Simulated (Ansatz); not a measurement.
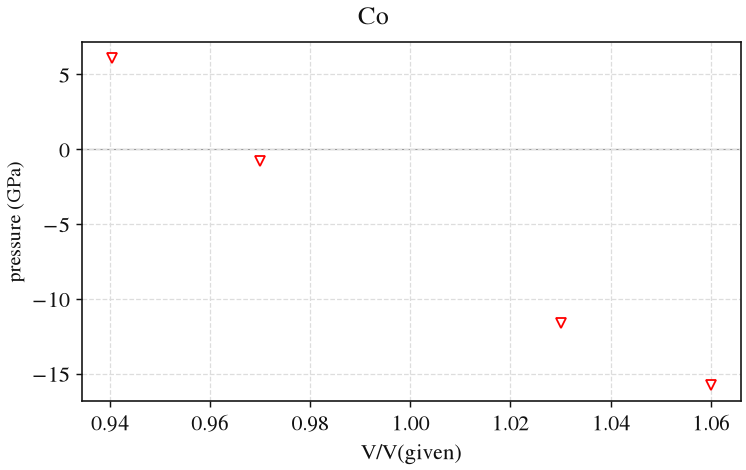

The plot gives the computed pressure against V/V(given) for Co, space group P6_3/mmc (No. 194).

Cell as given: a = 2.519 Å, b = 2.519 Å, c = 4.091 Å, α = 90.00°, β = 90.00°, γ = 120.00°; 2 atoms.

How it was computed, with Ansatz 0.2.0: periodic Kohn-Sham DFT of a crystal at fixed atoms, scaled to the stated factor times the given cell; pressure positive in compression. Level: PBE, collinear spin. The state reached is ferromagnetic.

method frozen-core PAW; relativity scalar; k mesh 19×19×10; occupations Fermi–Dirac; smearing width 0.05 eV; wave cutoff 420 eV; PAW set soft_2.

V(given) is 11.24 Å³/atom.

The point at V/V(given) 1.000 is left out of the plot. What does the calculation give there?

| V/V(given) | pressure (GPa) |
| --- | --- |
| 1.000 | −6.7 |

Keep in mind: no gap: field gradients move with the k mesh; run without spin, though Co often carries a moment; shape and atomic fractions are frozen while scaling, which makes layered, chain and framework solids too stiff.
